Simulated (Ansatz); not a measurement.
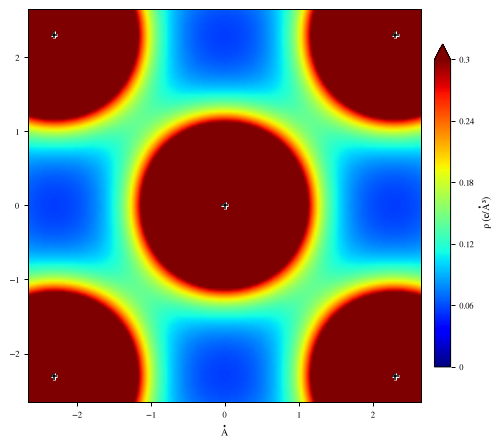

The valence electron density on a plane through atoms (crosses mark nuclei in the plane).

Computed with DFT LDA, scalar-relativistic, plane waves, PAW (Ansatz).

Candidates:
A. In, a = 4.62 Å, b = 4.62 Å, c = 4.62 Å, α = 90.00°, β = 90.00°, γ = 90.00°. Space group Fm-3m; a structure from a database of computed crystals, not necessarily the ambient phase; computed without spin polarisation.
B. In$_{4}$Ga$_{3}$As$_{3}$ (interface cell), a = 6.86 Å, b = 6.86 Å, c = 17.38 Å, α = 90.00°, β = 90.00°, γ = 120.00°. 
C. GaAs, a = 5.60 Å, b = 5.60 Å, c = 5.60 Å, α = 90.00°, β = 90.00°, γ = 90.00°. Space group F-43m; a structure from a database of computed crystals, not necessarily the ambient phase.

> Which candidate gave the map?

Candidate A: In on the (100) plane of the conventional cell, which holds In. In–In (3.27 Å): ρ at the midpoint is about 0.14 e/Å³.
